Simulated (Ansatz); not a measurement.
## Energy of NbAs along an even scaling of the cell

System: NbAs (Fm-3m, 2 atoms in the cell).
Method: DFT PBEsol, scalar-relativistic, plane waves, PAW, no spin polarisation (Ansatz 0.2.0).

The 7 runs differ only in the geometry, by an even scaling of the cell at fixed fractional positions. The structure was built on a prototype by a generator; it need not be a known phase.

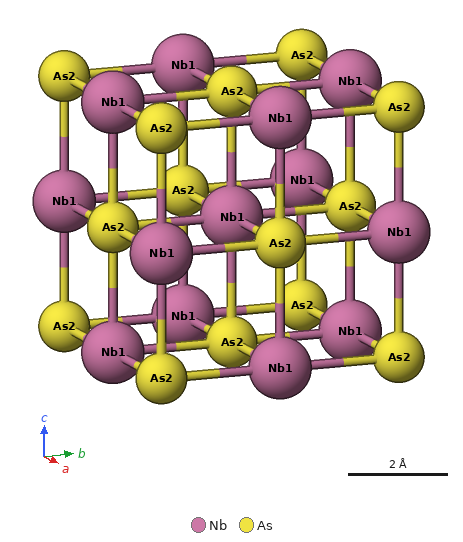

Figure 1. The structure of run 4 (ball-and-stick view of the cell 4 times as large as that of the calculation, set on its symmetry axes, seen slightly off an axis; atoms are numbered from 1 in the order of the input).

### Input of run 4
```yaml
crystal:
  lattice:
    - [0.0, 2.6051860634, 2.6051860634]
    - [2.6051860634, 0.0, 2.6051860634]
    - [2.6051860634, 2.6051860634, 0.0]
  atoms:
    - { symbol: Nb, position: [0.5, 0.5, 0.5] }
    - { symbol: As, position: [0.0, 0.0, 0.0] }
basis:
  ecutwfc: 420
  ecutrho_ratio: 4
kpoints:
  mp_grid: { grid: [10, 10, 10] }
hamiltonian:
  xc: pbesol
scf:
  occupations: { method: gaussian, width: 0.05 }
output:
  forces: true
  stress: true
  eigenvalues: true
```

Run 6 differs from it as follows:
```diff
-    - [0.0, 2.6051860634, 2.6051860634]
-    - [2.6051860634, 0.0, 2.6051860634]
-    - [2.6051860634, 2.6051860634, 0.0]
+    - [0.0, 2.622439454, 2.622439454]
+    - [2.622439454, 0.0, 2.622439454]
+    - [2.622439454, 2.622439454, 0.0]
```

### Results, with one run withheld

```csv
run,volume per atom (Å³),"free energy per atom, from the lowest run given (meV)",pressure (GPa)
1,16.974,15.15,7.12
2,17.328,3.65,3.37
3,17.640,0.05,0.38
4,17.681,0.00,0.00
5,17.711,0.02,−0.26
6,18.035,?,?
7,18.389,13.11,−5.73
```

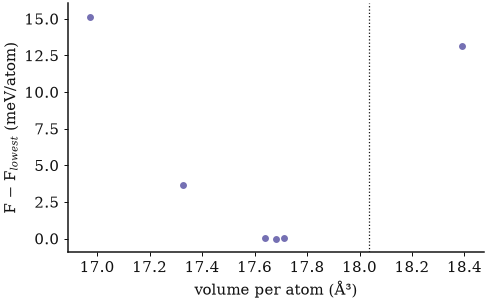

Figure 2. Free energy per atom of the runs given; the dotted line marks run 6.

What should run 6 give?

A cubic polynomial in V^(−2/3) (the Birch–Murnaghan form), fitted to the 6 runs given, misses them by under 0.01 meV per atom. With x = V^(−2/3) − 0.14773 Å⁻², it reads F = 0.13934 + 716.11 x + 9.1229e+05 x² + 9.7407e+05 x³ (meV per atom). At run 6 it gives 3.38 meV per atom, and the run itself gives 3.40. The slope of the fit gives a pressure −dF/dV of −3.02 GPa there, and the run prints −3.02 GPa. The fit has its minimum at 17.682 Å³ per atom, where V d²F/dV² gives 159 GPa: the bulk modulus at this level, since symmetry fixes the shape and the positions.

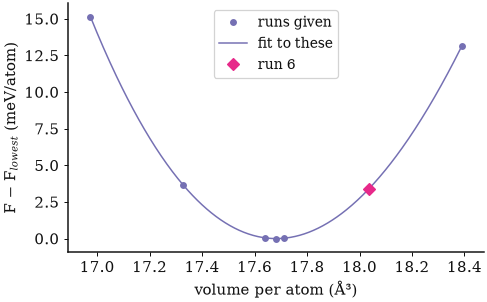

Figure 3. The fit and the withheld run.

### Output, shortened to warnings, some set-up lines, iterations and results (run 6)
```
Basis set: ecut = 420 eV, 725 PW (Γ), exchange–correlation on 50×50×50 points (8 copies of the dense FFT grid, shifted against one another)
Symmetry: 48 space group operations
k-points: 47 of 1000
Initial density: superposition of atomic densities (neutral atoms: chi_scale 0, normalization atom), corrected by the library's trained network
[...]
SCF iter   1: F=—  HF=-9309.062816 eV  |F-HF|=—  |Δ(HF+E_count)|=         —  Δρ=4.49e-3  dr2=6.07e-3  ethr=1.77e-3  ⟨swp⟩=5.9  Hψ=9259  notcnv=0
SCF iter   2: F=—  HF=-9309.060351 eV  |F-HF|=—  |Δ(HF+E_count)|=   2.46e-3  Δρ=1.77e-3  dr2=6.21e-4  ethr=2.17e-5  ⟨swp⟩=2.6  Hψ=2100  notcnv=0  defer=86
SCF iter   3: F=—  HF=-9309.060246 eV  |F-HF|=—  |Δ(HF+E_count)|=   1.05e-4  Δρ=3.78e-4  dr2=1.66e-5  ethr=2.22e-6  ⟨swp⟩=2.0  Hψ=1091  notcnv=0  defer=86
SCF iter   4: F=—  HF=-9309.060249 eV  |F-HF|=—  |Δ(HF+E_count)|=   2.63e-6  Δρ=2.72e-5  dr2=1.35e-7  ethr=5.93e-8  ⟨swp⟩=2.2  Hψ=1491  notcnv=0  defer=86
SCF iter   5: F=-9309.060249 eV  HF=-9309.060249 eV  |F-HF|=2.71e-8  |Δ(HF+E_count)|=   6.14e-8  Δρ=4.84e-6  dr2=5.99e-9  ethr=4.82e-10  ⟨swp⟩=2.0  Hψ=1536  notcnv=0  defer=86
SCF iter   6: F=-9309.060249 eV  HF=-9309.060249 eV  |F-HF|=1.08e-9  |Δ(HF+E_count)|=   1.26e-8  Δρ=1.61e-6  dr2=1.31e-9  ethr=2.14e-11  ⟨swp⟩=4.8  Hψ=3913  notcnv=0
SCF 1 converged in 6 iterations: F = -9309.060249 eV  dr2 = 1.31e-9
SCF converged after 6 iterations
Free energy (F): -9309.060249 eV
Harris-Foulkes:  -9309.060249 eV  (|F-HF|=1.08e-9)
Internal energy: -9309.059903 eV  (E = F + TS)
E sigma→0 (E₀):  -9309.060076 eV
Entropy (-TS):   -0.000346 eV (-0.173 meV/atom)
Fermi energy:    16.188573 eV
--- Per-component energies (eV) ---
  E_band       = -260.873366
  E_kinetic    = 498.661308
  E_local      = -2227.351499  (includes V_loc(G=0)·N_el)
  E_nonlocal   = -545.239277
  E_hartree    = 1092.190888
  E_xc         = -253.451989
  E_vxc        = -292.239554  (∫ρ·V_xc dr)
  E_paw        = -4811.862988  (= ΣΔE_a)
  E_vpaw       = 120.913914  (= ΣTr[D̂ρ^β])
  E_aug_tail   = 0.000015  (compensation charges beyond the density's cutoff)
  E_ewald      = -3063.161497
  E_core_change = 1.155138  (= ΣΔE_core)
  E_smearing   = -0.000346  (= −TS)
  E_closure    = -0.000000  (closes the sum)
  Σ components = -9309.060249   (vs F -9309.060249, Δ=0.00e0)
--- Forces (eV/Å), atoms counted from 1 ---
  atom   1  Nb     0.00000000     0.00000000     0.00000000
  atom   2  As    -0.00000000    -0.00000000     0.00000000
  max |Σ_I F_I| component: 1.12e-29 eV/Å
--- Stress (GPa, compression-positive) ---
       -3.021422       0.000000      -0.000000
        0.000000      -3.021422       0.000000
        0.000000      -0.000000      -3.021422
  P = ⅓ Tr σ = -3.0214 GPa (-30.214 kbar)
```
